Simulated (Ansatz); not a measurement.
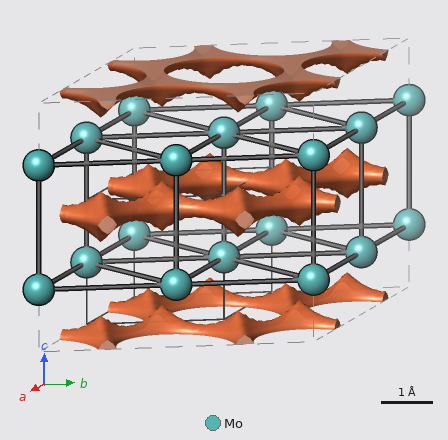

The orange surface encloses the points that the centre of a probe sphere of radius 0.45 Å can occupy in Mo in space group P6/mmm, computed on a grid of about 0.12 Å (2×2×2 cells shown, view slightly off an axis; pale faces close the region where the box cuts it).

Atoms are hard spheres with touching radii (half the shortest distance): Mo 1.26 Å.

Source of the atomic positions: coordinates from a relaxation with DFT PBE, scalar-relativistic, plane waves, PAW (Ansatz).

```cif
data_structure
_symmetry_space_group_name_H-M 'P6/mmm'
_symmetry_Int_Tables_number 191
_cell_length_a 2.7702
_cell_length_b 2.7702
_cell_length_c 2.5259
_cell_angle_alpha 90.000
_cell_angle_beta 90.000
_cell_angle_gamma 120.000
_cell_volume 16.79
loop_
_atom_site_label
_atom_site_type_symbol
_atom_site_symmetry_multiplicity
_atom_site_Wyckoff_symbol
_atom_site_fract_x
_atom_site_fract_y
_atom_site_fract_z
_atom_site_occupancy
Mo1 Mo 1 b 0.00000 0.00000 0.50000 1
```

Do these regions connect?

Answer. Where they connect, they form a two-dimensional network in layers parallel to (001).

What share of the cell can the probe's centre reach?

Answer. About 5.2 % of the volume (0.88 Å³ of 16.8 Å³).

Give the largest included and the largest free sphere.

Answer. The largest sphere that fits anywhere has a diameter of 1.55 Å; the largest that can travel through the crystal, about 1.2 Å.

How does the connectivity change as the probe shrinks?

Answer. Below a radius of about 0.61 Å the space forms a two-dimensional network in layers parallel to (001). Below a radius of about 0.34 Å the space forms a three-dimensional network. These are grid estimates, good to about 0.05 Å.
